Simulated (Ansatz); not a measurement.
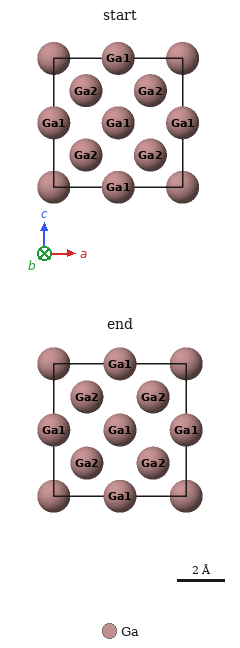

The structure of a crystal of Ga (built on the diamond_227 type) (coarse preliminary run) before (top) and after (bottom) a relaxation, at one scale.

A spheres-only model of the conventional cell (4 times the calculation's cell), seen along the b axis. Lengths and directions refer to the drawn axes.

Case: diamond type (Fd-3m, No. 227).

Computed with Ansatz, DFT r2SCAN, scalar-relativistic, plane waves, PAW.

The input:
```yaml
crystal:
  lattice:
    - [0.0, 2.7980956521, 2.7980956521]
    - [2.7980956521, 0.0, 2.7980956521]
    - [2.7980956521, 2.7980956521, 0.0]
  atoms:
    - { symbol: Ga, position: [0.5, 0.5, 0.5] }
    - { symbol: Ga, position: [0.75, 0.75, 0.75] }
basis:
  ecutwfc: 500
kpoints:
  mp_grid: { grid: [6, 6, 6] }
hamiltonian:
  xc: r2scan
scf:
  occupations: { method: gaussian, width: 0.1 }
  lower_state_search: "off"
output:
  forces: true
  stress: true
  eigenvalues: true
relax:
  adjacent_minimum: "off"
  f_tol: 0.04
  max_steps: 70
  cell: { stress_tol: 0.4 }
```

Q: Summarise the run.

A: The atoms keep their places relative to the cell (all moves are under 0.005 Å). The drawn cell changes as follows: a = b = c 5.596 → 5.752 Å (+2.8 %); the volume changes by +8.6 %. Among the contacts that change: Ga1–Ga2 2.423 → 2.491 Å. The space group stays Fd-3m (No. 227). Over 2 accepted moves (3 points after the start) the energy falls by 29.1 meV per atom. All forces vanish by symmetry, so only the cell relaxes. Pressure: 5.03 GPa at the start and 0.33 GPa at the end. At 1 point the geometry stayed and the basis and grid were re-selected for the new cell (energy shift of 0.8 meV per atom at most each time). The run took roughly 10 core-seconds on a shared host.
